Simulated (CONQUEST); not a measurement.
# SiC: 7 runs along one coordinate

System: SiC (F-43m, 4 atoms in the cell).
Method: Kohn-Sham DFT of a periodic cell, PBEsol, PseudoDojo NC PBEsol, no spin polarisation (CONQUEST 1.3).

The 7 runs differ only in the geometry, by an even scaling of the cell at fixed fractional positions. The structure derives from an entry of the Crystallography Open Database.

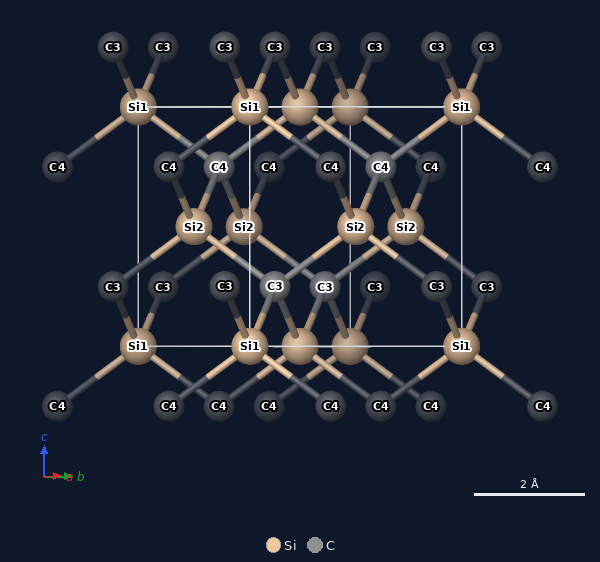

Figure 1. The structure of run 4 (ball-and-stick view of the cell 2 times as large as that of the calculation, set on its symmetry axes, seen at an oblique angle; neighbours outside the cell are drawn fainter; atoms are numbered from 1 in the order of the input).

## Input of run 4
```
IO.Title SiC
IO.Coordinates coords.dat
IO.FractionalAtomicCoords T
IO.Iprint 2
IO.Iprint_init 1
General.NumberOfSpecies 2
General.PseudopotentialType hamann
AtomMove.TypeOfRun static
AtomMove.FullStress T
Grid.PointsAlongX 32
Grid.PointsAlongY 32
Grid.PointsAlongZ 48
DM.SolutionMethod diagon
Diag.MPMesh T
Diag.GammaCentred T
Diag.MPMeshX 9
Diag.MPMeshY 9
Diag.MPMeshZ 6
Diag.kT 0.00183747
minE.SCTolerance 1e-6
SC.MaxIters 100
IO.AtomChargeOutput T
%block ChemicalSpeciesLabel
1 28.090 Si
2 12.010 C
%endblock
```

Command:
```bash
Conquest
```

Lattice vectors (Å) and fractional positions of run 4:
```
   3.081571    0.000000    0.000000
   0.000000    3.081571    0.000000
   0.000000    0.000000    4.358000
Si  0.000000  0.000000  0.000000
Si  0.500000  0.500000  0.500000
C   0.000000  0.500000  0.250000
C   0.500000  0.000000  0.750000
```

Run 2 has the same physical settings and fractional positions; its lattice vectors (Å) are:
```
   3.039923    0.000000    0.000000
   0.000000    3.039923    0.000000
   0.000000    0.000000    4.299101
```

## Results, with one run withheld

| run | volume per atom (Å³) | free energy per atom, from the lowest run given (meV) | pressure (GPa) | gap on the mesh (eV) |
| --- | --- | --- | --- | --- |
| 1 | 9.725 | 40.17 | 18.28 | 1.14 |
| 2 | 9.932 | ? | ? | ? |
| 3 | 10.139 | 7.17 | 7.44 | 1.18 |
| 4 | 10.346 | 0.65 | 2.75 | 1.20 |
| 5 | 10.553 | 0.00 | −1.49 | 1.21 |
| 6 | 10.760 | 4.22 | −5.19 | 1.23 |
| 7 | 10.967 | 13.27 | −8.77 | 1.25 |

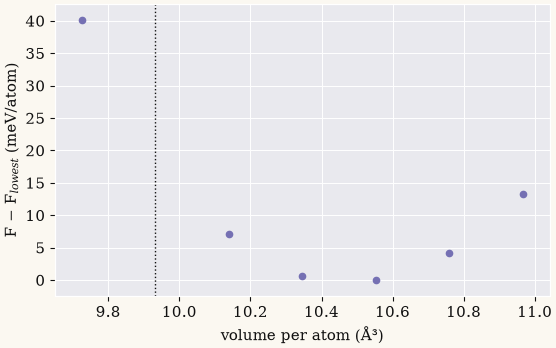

Figure 2. Free energy per atom of the runs given; the dotted line marks run 2.

What should run 2 give?

A cubic polynomial in V^(−2/3) (the Birch–Murnaghan form), fitted to the 6 runs given, misses them by at most 0.08 meV per atom. With x = V^(−2/3) − 0.20986 Å⁻², it reads F = −0.062865 + 718.52 x + 3.5428e+05 x² + 5.4502e+05 x³ (meV per atom). At run 2 it gives 20.08 meV per atom, and the run itself gives 20.10. The slope of the fit gives a pressure −dF/dV of 12.66 GPa there, and the run prints 12.72 GPa. The two needn't agree exactly: the fit is approximate, and the printed stress is taken on a finite basis. The fit has its minimum at 10.478 Å³ per atom, where V d²F/dV² gives 209 GPa: the bulk modulus at this level, since symmetry fixes the shape and the positions. The gap on the mesh goes, without turning, from 1.14 eV in run 1 to 1.25 eV in run 7; run 2 has 1.16 eV. These are gaps of this functional on this mesh, which can miss the band edges; they aren't the measured gap.

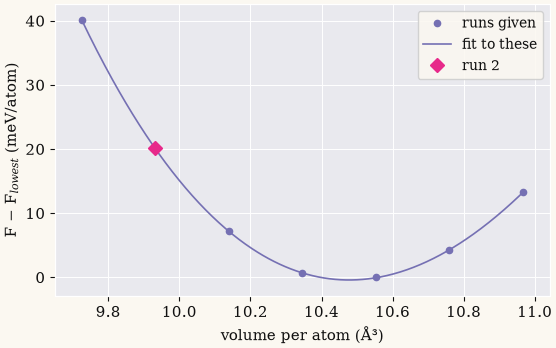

Figure 3. The fit and the withheld run.

## Some lines of the output (run 2)
```
[...]
      Using Fermi-Dirac smearing
          DFT Total Energy                 :       -20.316872394481436 Ha
          Free Energy (E-TS)               :       -20.488021971376014 Ha
          DFT Total Energy                 :       -20.478165664944576 Ha
          DFT Total Energy                 :       -20.483004994620771 Ha
          DFT Total Energy                 :       -20.483043924654240 Ha
          DFT Total Energy                 :       -20.483045221592590 Ha
          DFT Total Energy                 :       -20.483045453238240 Ha
          DFT Total Energy                 :       -20.483045454619766 Ha
      |* DFT total energy        =       -20.483045454619766 Ha
    force: Average pressure:     12.72286160 GPa
```

Notes: With a small basis of atomic orbitals these values can differ much from converged plane-wave results.
